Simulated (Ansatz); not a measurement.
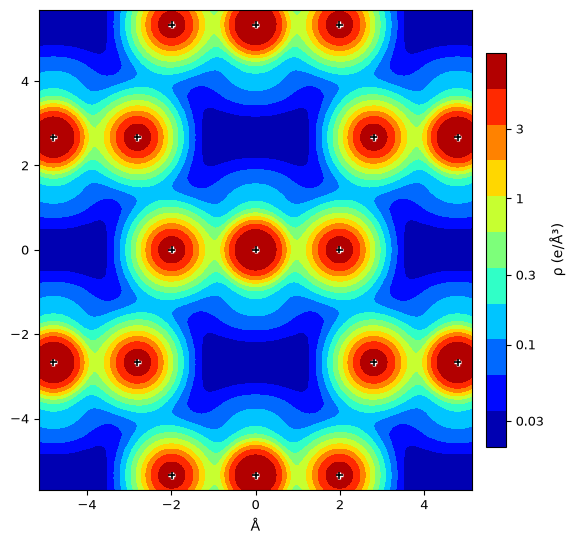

The valence charge density (pseudo) on a plane through atoms (crosses mark nuclei in the plane).

The calculation used DFT, HSE06, plane waves, PAW in Ansatz 0.2.0.

Candidates:
A. TiO2, a = 3.78 Å, b = 3.78 Å, c = 9.58 Å, α = 90.00°, β = 90.00°, γ = 90.00°. Space group I4₁/amd; started from the anatase prototype, which need not be the ambient phase; computed pressure about −3 GPa in this cell; computed without spin polarisation.
B. SnO2, a = 4.95 Å, b = 4.95 Å, c = 3.33 Å, α = 90.00°, β = 90.00°, γ = 90.00°. Space group P4₂/mnm; started from the rutile prototype, which need not be the ambient phase; changed on purpose from its base cell (hydrostatic strain +4.0%); computed pressure about −20 GPa in this cell.

Which system is this?

Candidate A: TiO2 on the (110) plane of the conventional cell, which holds Ti and O. Ti–O (1.99 Å): ρ is about 0.67 e/Å³ halfway.
